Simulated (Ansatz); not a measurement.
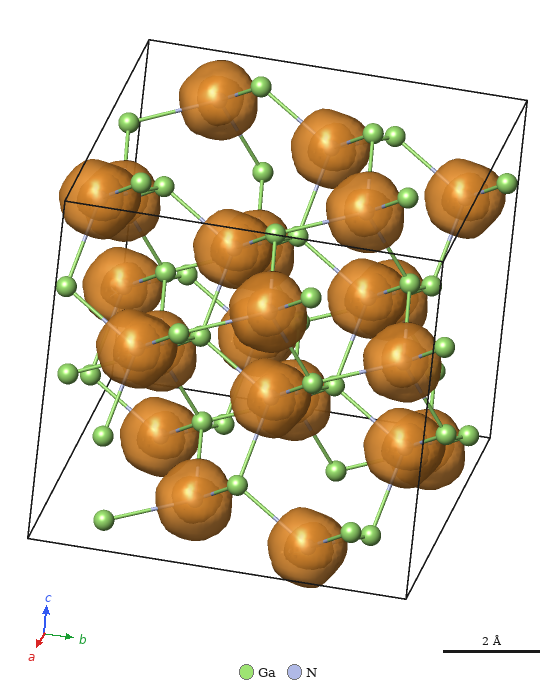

*Ga24N23 (cell with a defect). Isosurface of the ELF at 0.75 (orange), seen at an oblique angle. Only the valence region is drawn (cores and ρ < 0.01 e/Å³ removed). Sticks mark near contacts.*

The program warned that a starting moment wasn't kept; spin-polarised, but the moments vanished.

Theory: DFT PBE, scalar-relativistic, plane waves, PAW (Ansatz).

Where are the electrons localised?

Answer. The surface consists of 23 regions wrapped around N (the valence shell of each), counted in one cell of 47 atoms. Regions shared between cells count once.

Values along the shortest contacts:
Ga–N (1.96 Å): the ELF peaks at about 0.85 in the valence shell of N, 0.7 Å from its nucleus, and is about 0.45 at the midpoint.

Does the calculation make it a metal, or give it a gap?

Answer. It is gapped, with a Kohn–Sham gap of 0.32 eV on the k-point mesh, an upper bound to the gap of this method.
